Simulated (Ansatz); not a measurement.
# Cu: geometry relaxation (part 2 of 2)

Continued. System: Cu (slab, 3 atoms in the cell). Method: DFT PBE, scalar-relativistic, plane waves, PAW, PAW set soft_1, no spin polarisation (Ansatz 0.2.0); cutoff 420 eV, 11×11×1 k-mesh, Gaussian smearing of 0.1 eV. The structure derives from an entry of the Crystallography Open Database. The input holds or restrains some coordinates. Forces given for the steps count only the free coordinates.

Geometry of the input (Å; fractional positions):
```
2.5660  0.0000  0.0000
0.0000  2.5660  0.0000
0.0000  0.0000  17.6288
Cu 0.5000  0.5000  0.3971
Cu 0.0000  0.0000  0.5000
Cu 0.5000  0.5000  0.6029
```

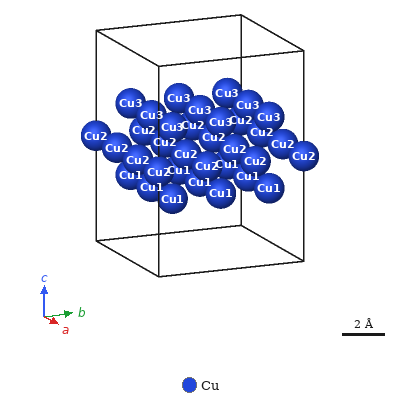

Figure 1. The geometry at step 2 of the log (spheres-only view of the 3 × 3 repeat of the cell, with the vacuum cut short, seen slightly off an axis; atoms are numbered from 1 in the order of the input).

The program's output, continued
```
SCF iter   1: F=—  HF=-19874.335763 eV  |F-HF|=—  |Δ(HF+E_count)|=         —  Δρ=5.13e-3  dr2=1.83e-2  ethr=2.90e-4  p=0.000 e·Å  D=4.18e-6 V/Å  ΔV_dip=-0.00 eV  dr2_dipole=9.04e-4  V_vac-E_F(+/−)=4.56/4.56 eV  ⟨swp⟩=4.6  Hψ=1932  notcnv=0  defer=36
efield: sawtooth ramp at fractional position 0.9800 (handed on by an earlier solve), width 0.0400; the density the first Hamiltonian is built on has a dipole p = 0.000 e·Å; the dipole correction subtracts the counter field D = 4.18e-6 V/Å, which shifts the + side's vacuum level by -0.00 eV against the − side's; the planar-averaged density in the ramp window peaks in size at 5.4e-5 e/Å³
preconditioner: auto → LDOS  [insulator: Δε(μ)=0.113 eV  Ē_g=8.085 eV  σ=0.100 eV  W_gap=0.57  n_scr=12 (ndim 8)  ℏωp=19.8 eV  f_vac=0.626  D(μ)=0.88/eV (n_scr^D=6)  ε∞_Penn≈7.0  β→1.0]
SCF iter   2: F=—  HF=-19874.338117 eV  |F-HF|=—  |Δ(HF+E_count)|=   2.35e-3  Δρ=7.71e-3  dr2=4.14e-2  ethr=3.21e-5  p=-0.002 e·Å  D=-2.73e-3 V/Å  ΔV_dip=0.05 eV  dr2_dipole=3.05e-5  V_vac-E_F(+/−)=4.63/4.58 eV  ⟨swp⟩=2.6  Hψ=1729  notcnv=0  defer=36  recentre
SCF iter   3: F=—  HF=-19874.332547 eV  |F-HF|=—  |Δ(HF+E_count)|=   5.57e-3  Δρ=4.11e-3  dr2=1.19e-2  ethr=3.21e-5  p=0.001 e·Å  D=1.08e-3 V/Å  ΔV_dip=-0.02 eV  dr2_dipole=1.27e-4  V_vac-E_F(+/−)=4.55/4.57 eV  ⟨swp⟩=2.0  Hψ=1353  notcnv=0  defer=36
SCF iter   4: F=—  HF=-19874.330388 eV  |F-HF|=—  |Δ(HF+E_count)|=   2.16e-3  Δρ=4.63e-4  dr2=1.50e-4  ethr=2.08e-5  p=0.000 e·Å  D=1.15e-4 V/Å  ΔV_dip=-0.00 eV  dr2_dipole=4.63e-6  V_vac-E_F(+/−)=4.57/4.57 eV  ⟨swp⟩=2.0  Hψ=1047  notcnv=0  defer=36
SCF iter   5: F=—  HF=-19874.330401 eV  |F-HF|=—  |Δ(HF+E_count)|=   1.32e-5  Δρ=2.19e-4  dr2=3.45e-5  ethr=2.62e-7  p=0.000 e·Å  D=1.44e-4 V/Å  ΔV_dip=-0.00 eV  dr2_dipole=1.81e-7  V_vac-E_F(+/−)=4.57/4.57 eV  ⟨swp⟩=3.4  Hψ=1541  notcnv=0  defer=36
SCF iter   6: F=—  HF=-19874.330411 eV  |F-HF|=—  |Δ(HF+E_count)|=   9.87e-6  Δρ=5.01e-5  dr2=1.89e-6  ethr=6.06e-8  p=0.000 e·Å  D=1.71e-4 V/Å  ΔV_dip=-0.00 eV  dr2_dipole=1.30e-7  V_vac-E_F(+/−)=4.57/4.58 eV  ⟨swp⟩=2.0  Hψ=996  notcnv=0  defer=36
SCF iter   7: F=—  HF=-19874.330417 eV  |F-HF|=—  |Δ(HF+E_count)|=   5.72e-6  Δρ=6.76e-5  dr2=3.70e-6  ethr=1.63e-9  p=0.000 e·Å  D=6.81e-5 V/Å  ΔV_dip=-0.00 eV  dr2_dipole=1.78e-7  V_vac-E_F(+/−)=4.57/4.57 eV  ⟨swp⟩=11.1  Hψ=3528  notcnv=0
iter 8 did not close the SCF: its close was put off until two iterations running show no level that it waits for move by more than its bar (scf_convergence_deferred on its scf_iter line)
SCF iter   8: F=-19874.330417 eV  HF=-19874.330417 eV  |F-HF|=4.60e-9  |Δ(HF+E_count)|=   4.24e-7  Δρ=1.72e-5  dr2=2.98e-7  ethr=1.63e-9  p=0.000 e·Å  D=5.43e-5 V/Å  ΔV_dip=-0.00 eV  dr2_dipole=4.72e-8  V_vac-E_F(+/−)=4.57/4.58 eV  ⟨swp⟩=5.8  Hψ=3157  notcnv=0
SCF iter   9: F=-19874.330417 eV  HF=-19874.330417 eV  |F-HF|=5.55e-8  |Δ(HF+E_count)|=   1.93e-7  Δρ=3.81e-6  dr2=1.58e-8  ethr=5.23e-10  p=0.000 e·Å  D=7.76e-6 V/Å  ΔV_dip=-0.00 eV  dr2_dipole=7.13e-10  V_vac-E_F(+/−)=4.57/4.57 eV  ⟨swp⟩=5.0  Hψ=2761  notcnv=0
WARN: efield: at this solve's end the planar-averaged density reaches -5.39e-5 e/Å³ inside the ramp window [0.9233, 0.0767] (bound 1e-5 e/Å³); by the running means of the window's planes the mean density over a ramp is at most 1.28e-5 e/Å³, which is held to the bound (the quickstart, § The vacuum guard, A window that rings); the window's nearer edge stands 5.65 Å from this solve's nearest atom along the axis. Its work functions, free energy, forces, stress, dipole, levels and responses can be off, and this figure does not tell by how much. A short vacuum, a low `basis.ecutwfc` or `basis.ecutrho_ratio` and negative occupations (`scf.occupations.method`) can put density there. See the manual's quickstart, § The vacuum guard
SCF 3 converged in 9 iterations: F = -19874.330417 eV  dr2 = 1.58e-8
relax step   3: F+E_penalty+E_count = -19874.33041731 eV  Δ(F+E_penalty+E_count) = -3.426e-3 eV  max|allowed force component| = 5.200e-3 eV/Å  Δτ_max = 0.0572 Å  (9 SCF iters, dr2 threshold 9.32e-7 eV, accepted)
iter 1 solved again at ethr=2.83e-11 eV; its pass at ethr=3.10e-3 eV (dr2=1.61e-8 eV) is discarded
SCF iter   1: F=—  HF=-19874.330397 eV  |F-HF|=—  |Δ(HF+E_count)|=         —  Δρ=3.83e-6  dr2=1.61e-8  ethr=2.83e-11  p=0.000 e·Å  D=7.76e-6 V/Å  ΔV_dip=-0.00 eV  dr2_dipole=8.29e-10  V_vac-E_F(+/−)=4.57/4.57 eV  ⟨swp⟩=1.0  Hψ=1975  notcnv=0
efield: sawtooth ramp at fractional position 0.9800 (handed on by an earlier solve), width 0.0400; the density the first Hamiltonian is built on has a dipole p = 0.000 e·Å; the dipole correction subtracts the counter field D = 7.76e-6 V/Å, which shifts the + side's vacuum level by -0.00 eV against the − side's; the planar-averaged density in the ramp window peaks in size at 5.4e-5 e/Å³
preconditioner: auto → LDOS  [insulator: Δε(μ)=0.121 eV  Ē_g=8.100 eV  σ=0.100 eV  W_gap=0.60  n_scr=12 (ndim 8)  ℏωp=19.8 eV  f_vac=0.626  D(μ)=0.85/eV (n_scr^D=6)  ε∞_Penn≈7.0  β→1.0]
SCF iter   2: F=-19874.330417 eV  HF=-19874.330417 eV  |F-HF|=2.38e-8  |Δ(HF+E_count)|=   2.00e-5  Δρ=5.62e-6  dr2=2.72e-8  ethr=2.82e-11  p=0.000 e·Å  D=6.34e-6 V/Å  ΔV_dip=-0.00 eV  dr2_dipole=3.35e-11  V_vac-E_F(+/−)=4.57/4.57 eV  ⟨swp⟩=6.7  Hψ=2768  notcnv=0
WARN: efield: at this solve's end the planar-averaged density reaches -5.39e-5 e/Å³ inside the ramp window [0.9233, 0.0767] (bound 1e-5 e/Å³); by the running means of the window's planes the mean density over a ramp is at most 1.28e-5 e/Å³, which is held to the bound (the quickstart, § The vacuum guard, A window that rings); the window's nearer edge stands 5.65 Å from this solve's nearest atom along the axis. Its work functions, free energy, forces, stress, dipole, levels and responses can be off, and this figure does not tell by how much. A short vacuum, a low `basis.ecutwfc` or `basis.ecutrho_ratio` and negative occupations (`scf.occupations.method`) can put density there. See the manual's quickstart, § The vacuum guard
SCF 4 converged in 2 iterations: F = -19874.330417 eV  dr2 = 2.72e-8
relax step   4: F+E_penalty+E_count = -19874.33041730 eV  Δ(F+E_penalty+E_count) = +1.251e-8 eV  max|allowed force component| = 5.228e-3 eV/Å  Δτ_max = 0.0000 Å  (2 SCF iters, accepted)
```

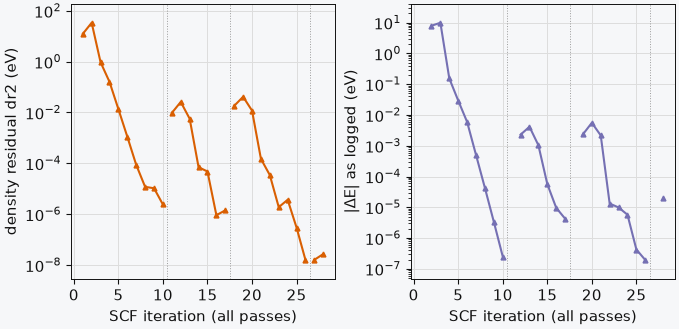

Figure 2. Convergence of the self-consistent field: density residual dr2 and size of the energy change against the SCF iteration. The dotted lines part the SCF passes of the relaxation: geometry steps, rejected trials and re-solves on a re-selected basis. The passes take 10, 7, 9 and 2 iterations.

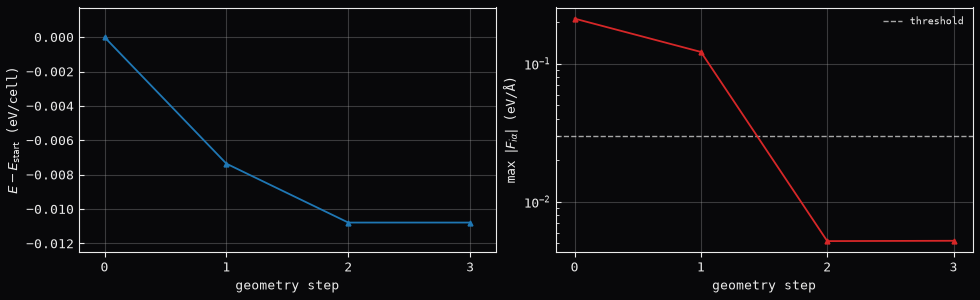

Figure 3. Progress of the restrained relaxation, step by step (the first geometry is step 0 here and step 1 in the log).

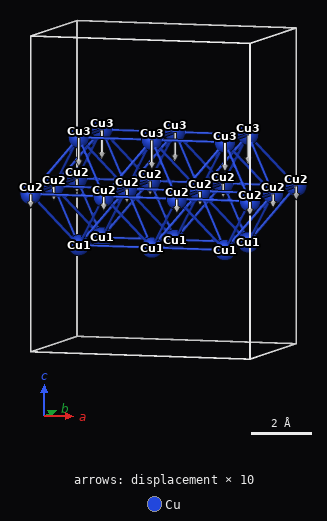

Figure 4. The starting structure with the displacements as white arrows, magnified 10 times (ball-and-stick view of the 3 × 2 repeat of the cell, with the vacuum cut short, seen slightly off an axis). Cu3 moves most: 0.10 Å. The cell doesn't change. Among the contacts that change: Cu1–Cu2 2.566 → 2.531 Å. After 3 geometry steps the energy has fallen by 10.8 meV per cell of the calculation. The largest force component goes from 0.21 to 0.0052 eV/Å. (Atoms are counted from 1 in the order of the input.)

```
SCF converged after 2 iterations
Free energy (F): -19874.330417 eV
Harris-Foulkes:  -19874.330417 eV  (|F-HF|=2.38e-8)
Internal energy: -19874.326181 eV  (E = F + TS)
E sigma→0 (E₀):  -19874.328299 eV
Entropy (-TS):   -0.004236 eV (-1.412 meV/atom)
Fermi energy:    1.850336 eV
Dipole field:    D = -0.000004 V/Å  (p = -0.000002 e·Å, saw-weighted, corrected)
Work function:   Φ+ = 4.5748 eV   Φ− = 4.5747 eV
Levels:          The Fermi level and band energies are counted from a zero that moves with the ramp; work functions are not
Vacuum region:   at the solve's end the planar-averaged density reaches -5.39e-5 e/Å³ inside the ramp window [0.9233, 0.0767] (bound 1e-5 e/Å³); by the running means of the window's planes the mean density over a ramp is at most 1.28e-5 e/Å³, which is held to the bound (the quickstart, § The vacuum guard, A window that rings)
--- Per-component energies (eV) ---
  E_band       = -1907.580981
  E_kinetic    = 783.197888
  E_local      = -80090.596246  (includes V_loc(G=0)·N_el)
  E_nonlocal   = 2679.815159
  E_hartree    = 38611.222708
  E_xc         = -203.799756
  E_vxc        = -262.876501  (∫ρ·V_xc dr)
  E_paw        = -5453.210385  (= ΣΔE_a)
  E_vpaw       = -2239.552121  (= ΣTr[D̂ρ^β])
  E_aug_tail   = 0.002866  (compensation charges beyond the density's cutoff)
  E_efield     = 0.000000  (sawtooth field / dipole correction)
  E_vefield    = -0.000011  (∫n·V_field dr)
  E_ewald      = 23799.041585
  E_smearing   = -0.004236  (= −TS)
  E_closure    = -0.000000  (closes the sum)
  Σ components = -19874.330417   (vs F -19874.330417, Δ=0.00e0)
--- Forces (eV/Å), atoms counted from 1 ---
  atom   1  Cu    -0.00000000     0.00000000    -0.00481158
  atom   2  Cu     0.00000000     0.00000000    -0.00039422
  atom   3  Cu    -0.00000000     0.00000000     0.00522806
  max |Σ_I F_I| component: 2.23e-5 eV/Å
--- Band table (eV; the first three rows and the last of 21) ---
  k-point 0: bands = ["-110.6687", "-110.2265", "-110.2264", "-68.0486", "-68.0130", "-68.0130", "-67.5939", "-67.5939", "-67.5932", "-67.5932", "-67.5822", "-67.5785", "-6.5219", "-3.9564", "-2.7293", "-2.2042", "-1.4113", "-1.0175", "-0.7872", "-0.7872", "-0.3951", "-0.2009", "-0.1205", "0.0309", "0.0309", "0.3939", "0.4900", "0.4900", "0.4963", "0.9854", "3.1126", "6.0400", "6.7591", "7.5950", "9.7896"]
  k-point 1: bands = ["-110.6683", "-110.2262", "-110.2260", "-68.0481", "-68.0175", "-68.0126", "-67.5980", "-67.5976", "-67.5936", "-67.5929", "-67.5816", "-67.5783", "-6.3290", "-3.7888", "-2.6186", "-2.1564", "-1.3920", "-0.9754", "-0.8413", "-0.7752", "-0.3221", "-0.2418", "-0.2238", "-0.1128", "0.1078", "0.3144", "0.3182", "0.4534", "0.5256", "1.2817", "3.4672", "6.2237", "6.9629", "7.7713", "9.9873"]
  k-point 2: bands = ["-110.6673", "-110.2252", "-110.2251", "-68.0470", "-68.0294", "-68.0116", "-67.6093", "-67.6090", "-67.5927", "-67.5922", "-67.5800", "-67.5780", "-5.7666", "-3.3438", "-2.3475", "-2.0091", "-1.3150", "-0.8934", "-0.8711", "-0.7490", "-0.4383", "-0.4376", "-0.3165", "-0.1101", "0.1330", "0.1499", "0.1916", "0.3788", "0.5381", "1.9250", "4.3336", "6.7736", "7.5689", "8.2982", "10.5775"]
  k-point 20: bands = ["-110.6598", "-110.2179", "-110.2178", "-68.0619", "-68.0618", "-68.0361", "-67.6420", "-67.6419", "-67.6406", "-67.6405", "-67.5730", "-67.5727", "-2.6227", "-2.2324", "-2.1077", "-2.0967", "-1.6434", "-1.0361", "-1.0236", "0.0463", "0.1531", "0.1537", "0.1625", "0.3638", "0.3725", "0.7307", "0.7712", "4.0414", "4.9180", "6.9482", "8.0716", "9.5050", "10.1375", "10.4426", "10.8861"]
--- Relaxed structure (4 steps of the walk, 4 accepted, 0 SCFs on fresh bases) ---
  F+E_penalty+E_count = -19874.33041730 eV   max|allowed force component| = 5.228e-3 eV/Å
  atoms:
    - { symbol: Cu, position: [0.5, 0.5, 0.3970766129] }
    - { symbol: Cu, position: [8.912946607755975e-35, 0.0, 0.497141029510393] }
    - { symbol: Cu, position: [0.5, 0.5, 0.5971993372944107] }
```

Trajectory as extended XYZ (Å, eV, eV/Å), 4 frames, from step=1 to step=4
```
3
Lattice="2.5660 0.0000 0.0000 0.0000 2.5660 0.0000 0.0000 0.0000 17.6288" Properties=species:S:1:pos:R:3:forces:R:3 step=1 energy=-19874.31963
Cu    1.2830    1.2830    7.0000    0.0000   0.0000   0.2123
Cu    0.0000    0.0000    8.8144    0.0000   0.0000   0.0001
Cu    1.2830    1.2830   10.6288    0.0000   0.0000  -0.2129
3
Lattice="2.5660 0.0000 0.0000 0.0000 2.5660 0.0000 0.0000 0.0000 17.6288" Properties=species:S:1:pos:R:3:forces:R:3 step=2 energy=-19874.32699
Cu    1.2830    1.2830    7.0000    0.0000   0.0000   0.1236
Cu    0.0000    0.0000    8.7927    0.0000   0.0000  -0.0007
Cu    1.2830    1.2830   10.5851    0.0000   0.0000  -0.1221
3
Lattice="2.5660 0.0000 0.0000 0.0000 2.5660 0.0000 0.0000 0.0000 17.6288" Properties=species:S:1:pos:R:3:forces:R:3 step=3 energy=-19874.33042
Cu    1.2830    1.2830    7.0000    0.0000   0.0000  -0.0048
Cu    0.0000    0.0000    8.7640    0.0000   0.0000  -0.0004
Cu    1.2830    1.2830   10.5279    0.0000   0.0000   0.0052
3
Lattice="2.5660 0.0000 0.0000 0.0000 2.5660 0.0000 0.0000 0.0000 17.6288" Properties=species:S:1:pos:R:3:forces:R:3 step=4 energy=-19874.33042
Cu    1.2830    1.2830    7.0000    0.0000   0.0000  -0.0048
Cu    0.0000    0.0000    8.7640    0.0000   0.0000  -0.0004
Cu    1.2830    1.2830   10.5279    0.0000   0.0000   0.0052
```

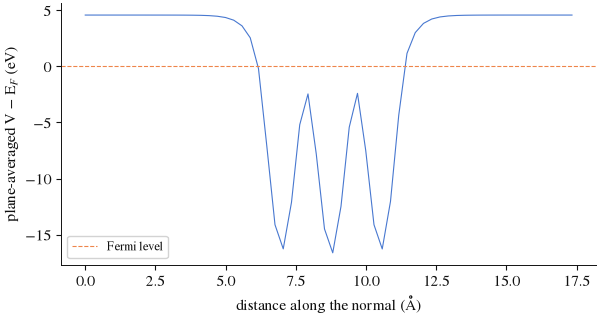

Figure 5. Plane average of the electrostatic potential energy of an electron across the cell, from the Fermi level. The vacuum level lies 4.57 eV above the Fermi level.

Results in brief

```json
{"quantity": "outcome", "value": "converged under the restraints of the input"}
{"quantity": "electrons treated", "value": "57"}
{"quantity": "free energy", "value": "−19874.3304 eV"}
{"quantity": "work function, top face", "value": "4.57 eV"}
{"quantity": "work function, bottom face", "value": "4.57 eV"}
{"quantity": "Fermi energy", "value": "1.850 eV"}
{"quantity": "gap on the k-point mesh", "value": "none (metallic)"}
{"quantity": "final volume", "value": "116.07 Å³"}
{"quantity": "work function (upper face)", "value": "4.57 eV"}
{"quantity": "largest force (length of the vector) at the end, held atoms and coordinates included", "value": "0.005 eV/Å"}
{"quantity": "wall time", "value": "13 s (CPU time 38 s)"}
{"quantity": "peak memory", "value": "0.49 GiB"}
```

Notes

Warnings of the run: the density in the vacuum is higher than it should be, so vacuum levels may be off.
